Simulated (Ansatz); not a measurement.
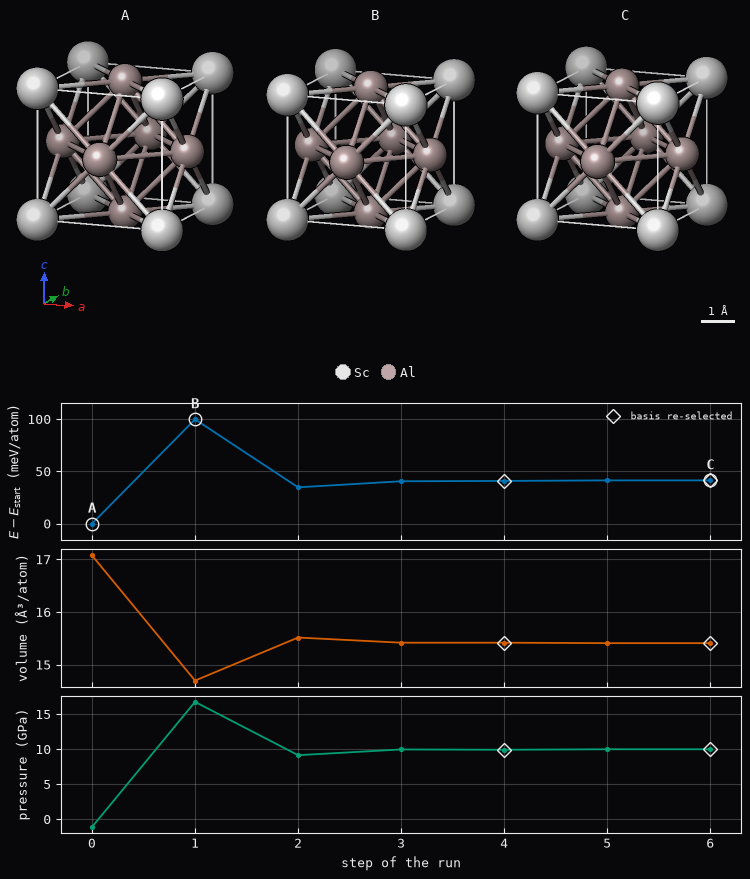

Frames of a relaxation of solid ScAl₃ (set up in Pm-3m), marked on the history of the run. Style: ball-and-stick. Shown: the cell of the calculation, slightly off an axis.

The run lets cell and atoms move.

These are results of Kohn-Sham DFT of a periodic cell, PBEsol, Ansatz PAW in Ansatz 0.2.0, not measurements.

Input file:
```yaml
crystal:
  lattice:
    - [4.08780657, 0.0, 0.0]
    - [0.0, 4.08780657, 0.0]
    - [0.0, 0.0, 4.08780657]
  atoms:
    - { symbol: Sc, position: [0.0, 0.0, 0.0] }
    - { symbol: Al, position: [0.5, 0.5, 0.0] }
    - { symbol: Al, position: [0.0, 0.5, 0.5] }
    - { symbol: Al, position: [0.5, 0.0, 0.5] }
hamiltonian:
  xc: pbesol
  pseudopotentials: { kind: paw }
kpoints:
  mp_grid: { grid: [7, 7, 7] }
scf:
  occupations: { method: fermi_dirac, width: 0.05 }
output:
  forces: true
  stress: true
  eigenvalues: true
relax:
  f_tol: 0.01
  max_steps: 40
  cell: { stress_tol: 0.05, p_target: 10.0 }
```

Command:
```bash
ansatz run input.yaml --threads 2 --pin off --max-ram 5632MiB --backend cpu --events-out ev --progress --plain --runs-dir out
```

Question: What happens along the run?

Answer: No atom moves by more than 0.005 Å relative to the cell. Cell: a = b = c 4.088 → 3.950 Å (−3.4 %). Volume −9.8 %. Among the contacts that change: Al–Sc 2.891 → 2.793 Å, Al–Al 2.891 → 2.793 Å. The space group stays Pm-3m (No. 221). The energy rises by 41.4 meV per atom in 4 accepted moves (6 points after the start). With the target pressure of 10 GPa, the enthalpy E + pV changes by −62.6 meV per atom. All forces vanish by symmetry, so only the cell relaxes. Pressure: −1.12 GPa at the start and 10.00 GPa at the end. At 2 points the geometry stayed and the basis and grid were re-selected for the new cell (energy shift of 0.3 meV per atom at most each time). From step 0 to 1: volume −13.9 %, energy +99.8 meV per atom. From step 1 to 6: volume +4.8 %, energy −58.4 meV per atom.

```
step  E − E(0), meV/atom  pressure, GPa  volume, Å³/atom                      note
   0                0.00          -1.12           17.077                          
   1               99.83          16.77           14.699                          
   2               34.78           9.15           15.517                          
   3               40.59           9.97           15.419                          
   4               40.90           9.93           15.419  same geometry, new basis
   5               41.42          10.00           15.410                          
   6               41.42          10.00           15.410  same geometry, new basis
```
